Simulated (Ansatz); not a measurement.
A series of calculations on MgO$_{2}$

### Relaxation

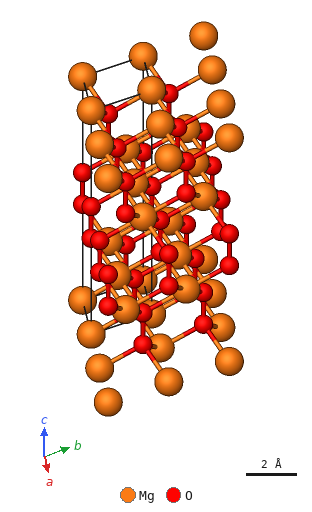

Solid MgO2 (set up in R-3m), before the relaxation. A ball-and-stick model of the conventional cell (3 times the calculation's cell), repeated 3 × 2 × 1 with one cell outlined, seen from a free direction. Lengths and directions refer to the drawn axes.

Case: volume × 0.91, shape and atoms relaxed.

All numbers below come from DFT r2SCAN, scalar-relativistic, plane waves, PAW (Ansatz).

Input
```yaml
crystal:
  lattice:
    - [1.5232124559, 0.8794271214, 3.3831329407]
    - [-1.5232124559, 0.8794271214, 3.3831329407]
    - [0.0, -1.7588542429, 3.3831329407]
  atoms:
    - { symbol: Mg, position: [0.0, 0.0, 0.0] }
    - { symbol: O, position: [0.4291428786, 0.4291428786, 0.4291428786] }
    - { symbol: O, position: [0.5708571214, 0.5708571214, 0.5708571214] }
basis:
  ecutwfc: 500
kpoints:
  mp_grid: { grid: [12, 12, 12] }
hamiltonian:
  xc: r2scan
scf:
  occupations: { method: gaussian, width: 0.02 }
output:
  forces: true
  stress: true
  eigenvalues: true
relax:
  adjacent_minimum: "off"
  f_tol: 0.01
  max_steps: 30
  cell: { stress_tol: 0.1, fix: [volume] }
```

Launched with:
```bash
ansatz run input.yaml --threads 1 --pin off --max-ram 2560MiB --backend cpu --events-out ev --progress --plain --runs-dir out
```

Where does the relaxation end?

The atoms keep their places relative to the cell (all moves are under 0.005 Å). The drawn cell changes at constant volume: a = b 3.046 → 3.039 Å (−0.2 %), c 10.149 → 10.198 Å (+0.5 %). Near-neighbour distances that change, for instance: O2–O3 1.438 → 1.444 Å. The space group stays R-3m (No. 166). After 3 accepted moves (4 points after the start) the energy has fallen by 0.5 meV per atom. Largest force component: 0.17 eV/Å at the start, under 0.0001 eV/Å at the end. The pressure goes from 15.84 to 15.35 GPa. The SCF was repeated once at an unchanged geometry on a basis and grid sized afresh for the cell, which shifted the energy by less than 0.05 meV per atom at most. Cost: 21 s on 1 thread of Intel(R) Xeon(R) 6975P-C (Granite Rapids), on a shared host, peak memory 0.56 GiB.

### Relaxation

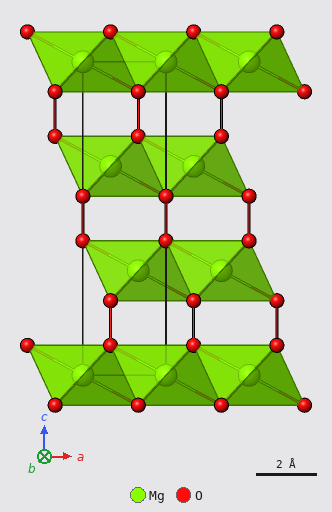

This is the input geometry for a relaxation of solid MgO2 (set up in R-3m). A polyhedral model of the conventional cell (3 times the calculation's cell), repeated 2 × 1 × 1 with one cell outlined, seen along the b axis. Lengths and directions refer to the drawn axes.

Level of theory: DFT r2SCAN, scalar-relativistic, plane waves, PAW in Ansatz.

The input:
```yaml
crystal:
  lattice:
    - [1.604761016, 0.9265092046, 3.4939788749]
    - [-1.604761016, 0.9265092046, 3.4939788749]
    - [0.0, -1.8530184092, 3.4939788749]
  atoms:
    - { symbol: Mg, position: [0.0, 0.0, 0.0] }
    - { symbol: O, position: [0.428786, 0.428786, 0.428786] }
    - { symbol: O, position: [0.571214, 0.571214, 0.571214] }
basis:
  ecutwfc: 500
kpoints:
  mp_grid: { grid: [12, 12, 12] }
hamiltonian:
  xc: r2scan
scf:
  occupations: { method: gaussian, width: 0.02 }
output:
  forces: true
  stress: true
  eigenvalues: true
relax:
  adjacent_minimum: "off"
  f_tol: 0.005
  max_steps: 80
  cell: { stress_tol: 0.05 }
```

Command:
```bash
ansatz run input.yaml --threads 1 --pin off --max-ram 2560MiB --backend cpu --events-out ev --progress --plain --runs-dir out
```

What does the optimiser find from here?

The energy falls by 7.5 meV per atom in 5 accepted moves (7 points after the start). Largest force component: 0.22 eV/Å at the start, 0.0015 eV/Å at the end. The pressure goes from −5.44 to 0.00 GPa. The SCF was repeated twice at an unchanged geometry on a basis and grid sized afresh for the cell, which shifted the energy by 0.3 meV per atom at most. The atoms keep their places relative to the cell (all moves are under 0.005 Å). The volume changes by −4.1 %, with a = b 3.210 → 3.157 Å (−1.6 %), c 10.482 → 10.386 Å (−0.9 %). Some distances before and after: Mg1–O2 2.106 → 2.076 Å, O2–O3 1.493 → 1.472 Å. The space group stays R-3m (No. 166).

The end point in the same view:

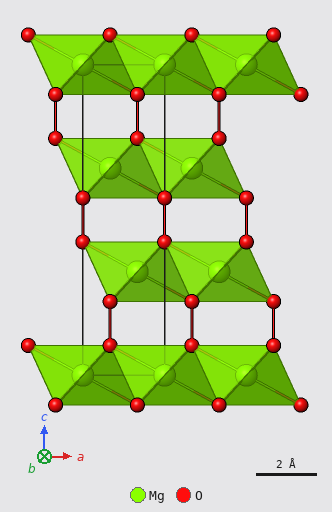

### A change

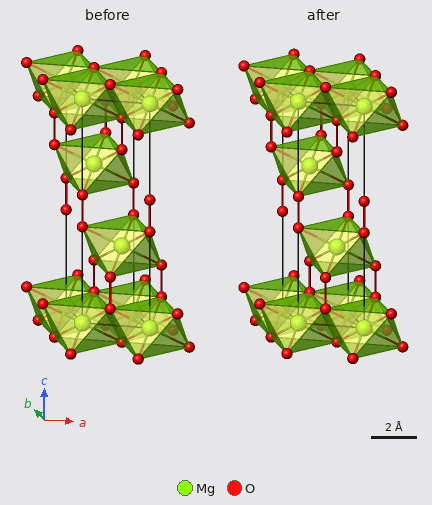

Left: a crystal of MgO$_{2}$ (set up in R-3m). Right: the same structure after one change, at the same scale. A polyhedral model of the conventional cell (3 times the calculation's cell), seen slightly off an axis. Lengths and directions refer to the drawn axes.

All numbers below come from DFT r2SCAN, scalar-relativistic, plane waves, PAW in Ansatz 0.2.0. Settings: plane-wave cutoff 500 eV; k-point mesh 12 × 12 × 12; occupations gaussian; smearing width 0.02 eV; no spin polarisation.

What was changed?

Answer. The volume is changed by −6.0 %. The cell's shape and the atoms are relaxed at that volume.

What does the change do?

Answer. The energy rises by 16.7 meV per atom. The pressure goes from 0.0 to 9.4 GPa. Cell: a = b 3.157 → 3.080 Å (−2.5 %), c 10.386 → 10.260 Å (−1.2 %). Volume −6.0 %. The atoms keep their places relative to the cell (all moves are under 0.005 Å). Among the bonded contacts that change: Mg–O 2.076 → 2.032 Å, O–O 1.472 → 1.454 Å. The space group stays R-3m (No. 166).
